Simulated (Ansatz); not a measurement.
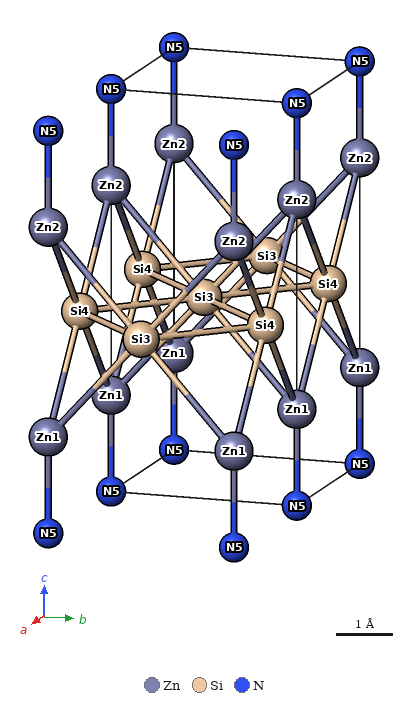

Figure 1. The structure (ball-and-stick view of the cell of the calculation, repeated 2 × 1 × 1, seen slightly off an axis; atoms are numbered from 1 in the order of the input).

# Single-point calculation, with input and output: Zn₂Si₂N

System: Zn₂Si₂N (P4/mmm, 5 atoms in the cell).
Method: DFT PBE, scalar-relativistic, plane waves, PAW, spin-polarised (Ansatz 0.2.0).

The structure was made by a generator, so it may or may not be a known phase. Figures and captions count atoms from 1; the log counts them from 0 in places.

Log
```
Engine: ansatz 0.2.0, x86_64-unknown-linux-gnu
Pseudopotentials: kind: paw
Pseudopotential: Zn, paw, valence charge 12, recommended cutoff 420 eV (normal), Zn.paw.azcp
Pseudopotential: Si, paw, valence charge 4, recommended cutoff 420 eV (normal), Si.paw.azcp
Pseudopotential: N, paw, valence charge 5, recommended cutoff 420 eV (normal), N.paw.azcp
Functional definition: PBE
  parameter kappa = 0.804
  parameter beta = 0.06672455060314922
  exchange = pbe_x(kappa = kappa, mu = beta*pi^2/3)
  correlation = pbe_c(beta = beta)
Crystal: 5 atoms, lattice volume = 92.789 Å³
Basis set: ecut = 420 eV, 1805 PW (Γ), exchange–correlation on 48×48×100 points (8 copies of the dense FFT grid, shifted against one another)
Bands: 24, of which v1, the nominal top of the filled ones, is band 19 counted from 1 (18 counted from 0)
Symmetry: 16 space group operations
Space group: P4/mmm (ITA 123), of the structure as read, at distance tolerance 4.5e-5 Å
Magnetic group: BNS 123.339 (UNI 999), of the structure as read, at distance tolerance 4.5e-5 Å
k-points: 30 of 144
Non-local potential: Zn, projectors of the file, l = 0: 2, l = 1: 2, l = 2: 3, l = 3: 1
Non-local potential: Si, projectors of the file, l = 0: 2, l = 1: 2, l = 2: 2
Non-local potential: N, projectors of the file, l = 0: 2, l = 1: 2, l = 2: 1
PAW form: soft (Blöchl's): semilocal exchange-correlation on the pseudo side does not see the compensation charge
PAW one-centre angular grid: Zn, 590 points (default); XC on 64 Gauss nodes
PAW one-centre angular grid: Si, 110 points (default); XC on 64 Gauss nodes
PAW one-centre angular grid: N, 110 points (default); XC on 64 Gauss nodes
Initial density: superposition of atomic densities (chi_scale 0.1, normalization cell, long waves kept (reshape's long-wave potential 0.72 eV rms))
Starting moments: Σ|m| = 1 μB on 1 of 5 sites
Initial wavefunctions: pseudopotential atomic-orbital guess
Functional: x = pbe(κ = 0.804, μ = 0.2195149727645171), c = pbe(β = 0.06672455060314922)
SCF iter   1: F=—  HF=-8291.581218 eV  |F-HF|=—  |Δ(HF+E_count)|=         —  Δρ=3.97e-2 (↑3.28e-2 ↓3.97e-2)  dr2=2.02e1  dr2_m=6.30e-2  M=1.110 μB ∫|m|=1.129 μB  β_m=0.30  ethr=3.10e-3  ⟨swp⟩=6.6  Hψ=7811  notcnv=0
preconditioner: auto → Kerker (q_TF=auto, 2.341 Å⁻¹)  [metal: Δε(μ)=0.022 eV  Ē_g=8.918 eV  σ=0.100 eV  W_gap=0.12  n_scr=16 (ndim 8)  ℏωp=23.4 eV  f_vac=0.052  D(μ)=3.80/eV (n_scr^D=38)]
spin=Collinear: Kerker preconditioning applied to the charge; magnetization (m = ρ↑ − ρ↓) channel mixes plain (no charge-response kernel on spin).
SCF iter   2: F=—  HF=-8290.422778 eV  |F-HF|=—  |Δ(HF+E_count)|=    1.16e0  Δρ=1.93e-2 (↑1.69e-2 ↓1.93e-2)  dr2=3.28e0  dr2_m=1.01e-1  M=1.163 μB ∫|m|=1.266 μB  β_m=1.00  ethr=3.10e-3  ⟨swp⟩=2.6  Hψ=3224  notcnv=0  defer=44
SCF iter   3: F=—  HF=-8290.197624 eV  |F-HF|=—  |Δ(HF+E_count)|=   2.25e-1  Δρ=1.13e-2 (↑1.05e-2 ↓1.13e-2)  dr2=2.21e0  dr2_m=1.16e-2  M=1.244 μB ∫|m|=1.402 μB  β_m=1.00  ethr=3.10e-3  ⟨swp⟩=2.0  Hψ=2315  notcnv=0  defer=41
SCF iter   4: F=—  HF=-8289.816207 eV  |F-HF|=—  |Δ(HF+E_count)|=   3.81e-1  Δρ=8.63e-3 (↑5.36e-3 ↓8.63e-3)  dr2=8.71e-2  dr2_m=2.07e-2  M=1.033 μB ∫|m|=1.216 μB  β_m=0.30  ethr=3.10e-3  ⟨swp⟩=2.9  Hψ=2575  notcnv=0  defer=40
SCF iter   5: F=—  HF=-8289.833858 eV  |F-HF|=—  |Δ(HF+E_count)|=   1.77e-2  Δρ=5.31e-3 (↑4.27e-3 ↓5.31e-3)  dr2=4.44e-2  dr2_m=1.23e-2  M=1.028 μB ∫|m|=1.208 μB  β_m=0.30  ethr=2.35e-4  ⟨swp⟩=1.3  Hψ=1854  notcnv=0  defer=39
SCF iter   6: F=—  HF=-8289.851514 eV  |F-HF|=—  |Δ(HF+E_count)|=   1.77e-2  Δρ=4.84e-3 (↑4.84e-3 ↓1.90e-3)  dr2=3.42e-2  dr2_m=7.71e-3  M=1.022 μB ∫|m|=1.200 μB  β_m=0.30  ethr=1.20e-4  ⟨swp⟩=2.2  Hψ=2481  notcnv=0  defer=40
SCF iter   7: F=—  HF=-8289.855558 eV  |F-HF|=—  |Δ(HF+E_count)|=   4.04e-3  Δρ=4.09e-3 (↑3.18e-3 ↓4.09e-3)  dr2=6.44e-3  dr2_m=1.04e-2  M=0.964 μB ∫|m|=1.142 μB  β_m=0.30  ethr=9.25e-5  ⟨swp⟩=1.5  Hψ=1597  notcnv=0  defer=40
SCF iter   8: F=—  HF=-8289.863362 eV  |F-HF|=—  |Δ(HF+E_count)|=   7.80e-3  Δρ=4.17e-3 (↑2.27e-3 ↓4.17e-3)  dr2=1.39e-2  dr2_m=8.44e-3  M=0.936 μB ∫|m|=1.111 μB  β_m=0.30  ethr=1.74e-5  ⟨swp⟩=2.0  Hψ=2626  notcnv=0  defer=43
SCF iter   9: F=—  HF=-8289.865762 eV  |F-HF|=—  |Δ(HF+E_count)|=   2.40e-3  Δρ=2.25e-3 (↑2.20e-3 ↓2.25e-3)  dr2=5.38e-4  dr2_m=4.07e-3  M=0.942 μB ∫|m|=1.113 μB  β_m=0.30  ethr=1.74e-5  ⟨swp⟩=1.9  Hψ=2091  notcnv=0  defer=44
SCF iter  10: F=—  HF=-8289.867540 eV  |F-HF|=—  |Δ(HF+E_count)|=   1.78e-3  Δρ=1.86e-3 (↑1.75e-3 ↓1.86e-3)  dr2=2.31e-4  dr2_m=2.75e-3  M=0.934 μB ∫|m|=1.103 μB  β_m=0.30  ethr=1.45e-6  ⟨swp⟩=2.1  Hψ=2653  notcnv=0  defer=44
Mixer restart at iter 10: flushing history
spin-set hold released at iteration 10 (site moments contracting): the magnetisation degrees of freedom join the quasi-Newton model from the next iteration; the mixer history was flushed
SCF iter  11: F=—  HF=-8289.868550 eV  |F-HF|=—  |Δ(HF+E_count)|=   1.01e-3  Δρ=1.67e-3 (↑1.45e-3 ↓1.67e-3)  dr2=5.24e-4  dr2_m=2.05e-3  M=0.924 μB ∫|m|=1.091 μB  β_m=0.65  ethr=6.24e-7  ⟨swp⟩=2.0  Hψ=2462  notcnv=0  defer=44
SCF iter  12: F=—  HF=-8289.870331 eV  |F-HF|=—  |Δ(HF+E_count)|=   1.78e-3  Δρ=8.00e-4 (↑8.00e-4 ↓6.62e-4)  dr2=4.82e-4  dr2_m=4.28e-4  M=0.903 μB ∫|m|=1.063 μB  β_m=0.82  ethr=6.24e-7  ⟨swp⟩=2.8  Hψ=2742  notcnv=0  defer=44
SCF iter  13: F=—  HF=-8289.870720 eV  |F-HF|=—  |Δ(HF+E_count)|=   3.89e-4  Δρ=4.82e-4 (↑1.90e-4 ↓4.82e-4)  dr2=1.31e-3  dr2_m=2.88e-5  M=0.887 μB ∫|m|=1.040 μB  β_m=0.71  ethr=6.24e-7  ⟨swp⟩=2.5  Hψ=2724  notcnv=0  defer=44
SCF iter  14: F=—  HF=-8289.870587 eV  |F-HF|=—  |Δ(HF+E_count)|=   1.33e-4  Δρ=1.02e-4 (↑6.61e-5 ↓1.02e-4)  dr2=8.86e-5  dr2_m=1.16e-6  M=0.891 μB ∫|m|=1.042 μB  β_m=0.72  ethr=6.24e-7  ⟨swp⟩=2.0  Hψ=2424  notcnv=0  defer=44
SCF iter  15: F=—  HF=-8289.870826 eV  |F-HF|=—  |Δ(HF+E_count)|=   2.39e-4  Δρ=8.89e-5 (↑7.96e-5 ↓8.89e-5)  dr2=2.48e-5  dr2_m=1.54e-7  M=0.892 μB ∫|m|=1.043 μB  β_m=0.62  ethr=2.39e-7  ⟨swp⟩=2.1  Hψ=2264  notcnv=0  defer=45
SCF iter  16: F=—  HF=-8289.870821 eV  |F-HF|=—  |Δ(HF+E_count)|=   5.17e-6  Δρ=2.91e-5 (↑2.91e-5 ↓2.81e-5)  dr2=6.22e-6  dr2_m=6.98e-8  M=0.892 μB ∫|m|=1.044 μB  β_m=0.81  ethr=6.70e-8  ⟨swp⟩=2.0  Hψ=2063  notcnv=0  defer=45
SCF iter  17: F=—  HF=-8289.870824 eV  |F-HF|=—  |Δ(HF+E_count)|=   3.15e-6  Δρ=1.04e-5 (↑1.04e-5 ↓1.03e-5)  dr2=4.58e-7  dr2_m=5.11e-9  M=0.892 μB ∫|m|=1.044 μB  β_m=0.90  ethr=1.68e-8  ⟨swp⟩=2.3  Hψ=2263  notcnv=0  defer=45
SCF iter  18: F=—  HF=-8289.870825 eV  |F-HF|=—  |Δ(HF+E_count)|=   8.74e-7  Δρ=6.08e-6 (↑4.04e-6 ↓6.08e-6)  dr2=1.42e-7  dr2_m=2.70e-9  M=0.892 μB ∫|m|=1.044 μB  β_m=0.95  ethr=1.24e-9  ⟨swp⟩=2.1  Hψ=2511  notcnv=0  defer=45
SCF iter  19: F=-8289.870825 eV  HF=-8289.870825 eV  |F-HF|=3.82e-8  |Δ(HF+E_count)|=   1.57e-7  Δρ=1.47e-6 (↑1.35e-6 ↓1.47e-6)  dr2=1.03e-8  dr2_m=4.97e-11  M=0.892 μB ∫|m|=1.045 μB  ethr=2.70e-10  ⟨swp⟩=8.5  Hψ=5731  notcnv=0
SCF 1 converged in 19 iterations: F = -8289.870825 eV  dr2 = 1.03e-8
  greatest PAW one-centre occupation: 0.984 electrons in one spin orbital (limit 2), on the Zn atom at site 1 (counted from 0), in its partial waves of l = 2
```

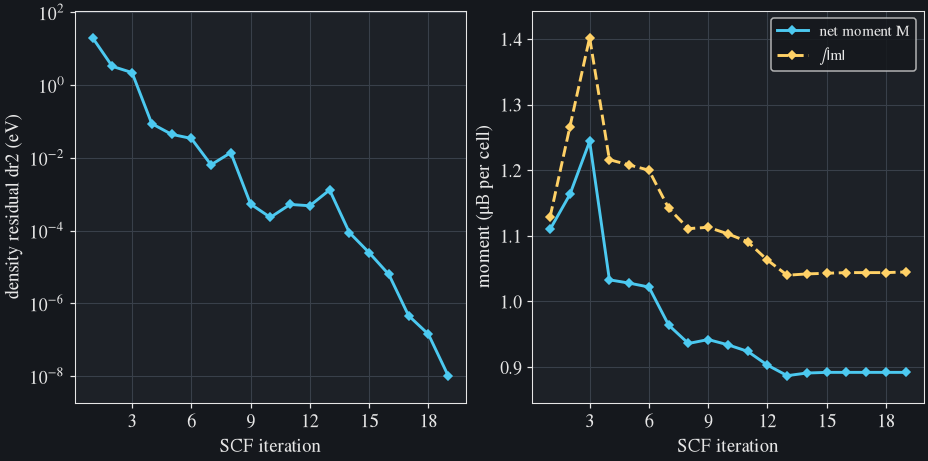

Figure 2. Convergence of the self-consistent field: density residual dr2 and magnetic moment against the SCF iteration. The residual falls unevenly and jumps up by a factor of two or more 3 times on the way down. The net moment goes from 1.1 to 0.9 μB per cell.

```
SCF converged after 19 iterations
Magnetization: 0.8925 μB (18.9462 up, 18.0538 down)
Absolute magnetization: 1.0494 μB (∫|ρ↑−ρ↓|, with the PAW one-centre terms)
Spin contamination: 0.0610 ħ² per cell (⟨S²⟩ above its minimum at these occupations)
Per-site moments (μB) at R_I (Å): [(0.023638735091117875, 0.734573615882435), (0.023638735091118114, 0.734573615882435), (0.0035008264765388716, 1.03012002876827), (0.003500826476538911, 1.03012002876827), (0.6094719461081225, 0.734573615882435)]
Free energy (F): -8289.870825 eV
Harris-Foulkes:  -8289.870825 eV  (|F-HF|=3.82e-8)
Internal energy: -8289.859549 eV  (E = F + TS)
E sigma→0 (E₀):  -8289.865187 eV
Entropy (-TS):   -0.011276 eV (-2.255 meV/atom)
Fermi energy:    5.783400 eV
--- Per-component energies (eV) ---
  E_band       = -17.757386
  E_kinetic    = 467.863602
  E_local      = -4428.579829  (includes V_loc(G=0)·N_el)
  E_nonlocal   = 1317.389376
  E_hartree    = 1850.017747
  E_xc         = -443.810074
  E_vxc        = -272.185816  (∫ρ·V_xc dr)
  E_paw        = -4799.139572  (= ΣΔE_a)
  E_vpaw       = -802.283332  (= ΣTr[D̂ρ^β])
  E_aug_tail   = -0.000623  (compensation charges beyond the density's cutoff)
  E_ewald      = -2253.600175
  E_smearing   = -0.011276  (= −TS)
  E_closure    = -0.000000  (closes the sum)
  Σ components = -8289.870825   (vs F -8289.870825, Δ=0.00e0)
--- Forces (eV/Å), atoms counted from 1 ---
  atom   1  Zn     0.00000000     0.00000000     0.35322935
  atom   2  Zn     0.00000000     0.00000000    -0.35322935
  atom   3  Si     0.00000000    -0.00000000     0.00000000
  atom   4  Si    -0.00000000     0.00000000     0.00000000
  atom   5  N     -0.00000000     0.00000000     0.00000000
  max |Σ_I F_I| component: 9.86e-32 eV/Å
--- Stress (GPa, compression-positive) ---
        0.003848       0.000000       0.000000
        0.000000       0.003848       0.000000
        0.000000       0.000000       2.034621
  P = ⅓ Tr σ = 0.6808 GPa (6.808 kbar)
--- Band table (eV; the first three rows and the last of 60) ---
  k-point 0 ↑: bands = ["-8.4634", "-6.5924", "-2.2619", "-1.5303", "-1.5303", "-1.4275", "-1.3765", "-1.2545", "-1.2545", "-1.1332", "-1.1257", "-1.0618", "-0.8695", "3.1009", "3.6187", "3.6187", "5.1573", "5.1573", "5.3478", "5.5612", "7.8605", "9.9285", "10.8597", "10.8597"]
  k-point 1 ↑: bands = ["-8.4392", "-6.6607", "-2.1953", "-1.4957", "-1.4957", "-1.4244", "-1.3795", "-1.2962", "-1.2962", "-1.1322", "-1.1277", "-1.1266", "-0.5368", "2.2375", "3.7212", "3.7212", "5.0084", "5.0084", "5.3480", "6.3793", "8.0792", "9.9196", "11.0873", "11.0873"]
  k-point 2 ↑: bands = ["-8.4136", "-6.7286", "-2.1383", "-1.4307", "-1.4307", "-1.4209", "-1.3830", "-1.3682", "-1.3682", "-1.1541", "-1.1307", "-1.1282", "-0.0598", "1.3947", "3.8497", "3.8497", "4.8355", "4.8355", "5.3483", "6.9158", "8.8663", "9.7710", "9.9108", "11.3474"]
  k-point 29 ↓: bands = ["-7.0175", "-2.6945", "-2.2786", "-2.2786", "-1.4947", "-1.4947", "-1.4078", "-1.2708", "-1.0814", "-1.0814", "-0.6122", "-0.5232", "-0.1030", "-0.1030", "0.6499", "3.0289", "3.7873", "3.7873", "4.8123", "6.5333", "6.5333", "9.0499", "9.9709", "9.9709"]
--- Löwdin populations: 5 sites ---
  site symbol       q [e]    m [muB]
     0     Zn     10.6466    -0.0094
     1     Zn     10.6466    -0.0094
     2     Si      4.4933     0.0074
     3     Si      4.4933     0.0074
     4      N      6.1687     0.9379
  spilling = 0.014908 (of n_electrons = 37.000000)
```

File populations.tsv
```
# site	symbol	l	j	q_up	q_dn
# orbitals = lowdin
# n_electrons = 37.000000
# spilling = 0.014908
0	Zn	0_4S	-	0.360356	0.386217
0	Zn	2_3D	-	4.958219	4.941765
1	Zn	0_4S	-	0.360356	0.386217
1	Zn	2_3D	-	4.958219	4.941765
2	Si	0_3S	-	0.688711	0.689049
2	Si	1_3P	-	1.561665	1.553888
3	Si	0_3S	-	0.688711	0.689049
3	Si	1_3P	-	1.561665	1.553888
4	N	0_2S	-	0.903091	0.889936
4	N	1_2P	-	2.650171	1.725471
```

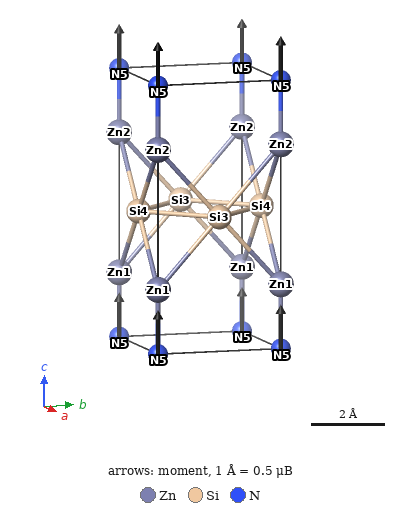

Figure 3. Magnetic moments of the sites as black arrows (ball-and-stick view of the cell of the calculation, seen slightly off an axis; atoms are numbered from 1 in the order of the input); small moments hardly show. The run is collinear, so the axis drawn is arbitrary. Site moments: N5 (0.61 μB). They are counted near the atoms and needn't add up to the moment of the cell.

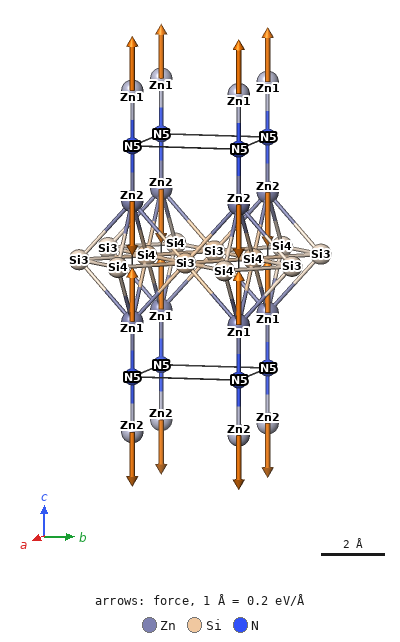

Figure 4. Forces on the atoms as orange arrows (ball-and-stick view of the cell of the calculation, seen slightly off an axis; neighbours outside the cell are drawn fainter; atoms are numbered from 1 in the order of the input). The largest act on Zn1, Zn2 (0.35 eV/Å). The geometry is not a stationary point of this energy.

The run was set up as follows.

The input
```yaml
crystal:
  lattice:
    - [3.5316599165, 0.0, 0.0]
    - [0.0, 3.5316599165, 0.0]
    - [0.0, 0.0, 7.4393978622]
  atoms:
    - { symbol: Zn, position: [0.0, 0.0, 0.2393721315] }
    - { symbol: Zn, position: [0.0, 0.0, 0.7606278685] }
    - { symbol: Si, position: [0.0, 0.5, 0.5] }
    - { symbol: Si, position: [0.5, 0.0, 0.5] }
    - { symbol: "N", position: [0.0, 0.0, 0.0], spin: 1.0 }
basis:
  ecutwfc: 420
kpoints:
  mp_grid: { grid: [6, 6, 4] }
hamiltonian:
  xc: pbe
scf:
  occupations: { method: gaussian, width: 0.1 }
  lower_state_search: "off"
output:
  forces: true
  stress: true
  eigenvalues: true
  populations: true
magnetization:
  spin_polarized: true
```

Run as:
```bash
ansatz run input.yaml --threads 1 --pin off --max-ram 2560MiB --backend cpu --events-out ev --progress --plain --runs-dir out
```

Results in brief

```csv
quantity,value
outcome,converged
space group (tolerance 0.01 Å),P4/mmm (123)
electrons treated,37
free energy,−8289.8708 eV
Fermi energy,5.783 eV
gap on the k-point mesh,none (metallic)
net moment of the cell,0.89 μB
integrated absolute moment,1.05 μB
pressure,0.68 GPa
largest force (length of the vector),0.353 eV/Å
hardware,"1 thread of Intel Xeon (Granite Rapids), 192 GiB of memory available, shared host"
wall time,9.5 s
peak memory,0.47 GiB
```
